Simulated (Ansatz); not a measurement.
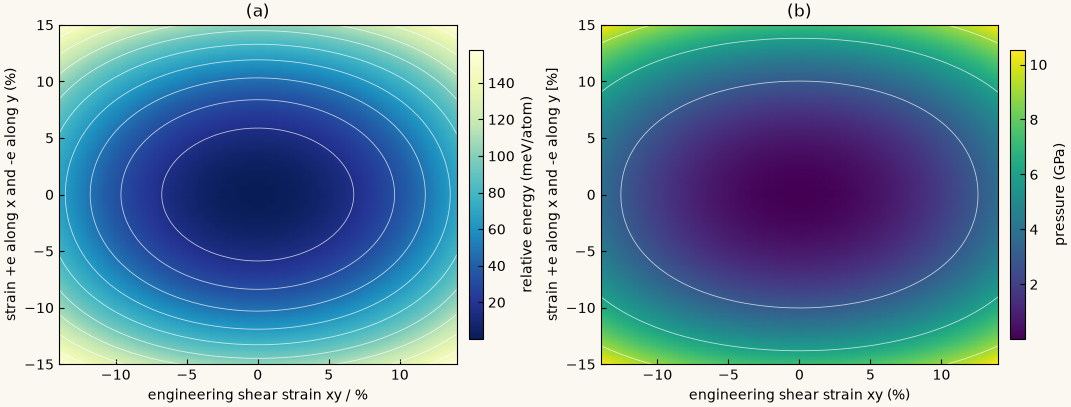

Cu (Fm-3m, No. 225; 1 atom in the cell). 
- The energy is mapped over two homogeneous strains (x, y and z along the cube axes).
- The first coordinate is: engineering shear strain xy; the second: strain +e along x and -e along y.
- Nothing is relaxed (symmetry fixes all fractional coordinates).
- Grid: 7 × 7 points; 16 points were computed and 33 follow by symmetry.
- Points are written as (first, second).
- All energies are given in meV/atom relative to the lowest grid point.
- Theory: DFT PBEsol, scalar-relativistic, plane waves, PAW (Ansatz). Settings: cutoff 520 eV, k-mesh 22×22×22, gaussian smearing 0.15 eV, no spin polarisation.

Panel (a) is the energy; panel (b) is the computed pressure, in GPa.

The picture shows a smooth colour map with a few white contour lines. Between grid points the surface is interpolated.

How does the pressure vary over the map, and what is it at the lowest grid point?

It runs from 0.0 GPa at (0.0 %, 0 %) to 10.5 GPa at (−14.0 %, −15 %). At the lowest grid point, (0.0 %, 0 %), it is 0.0 GPa.

PAW datasets: the set soft_1.
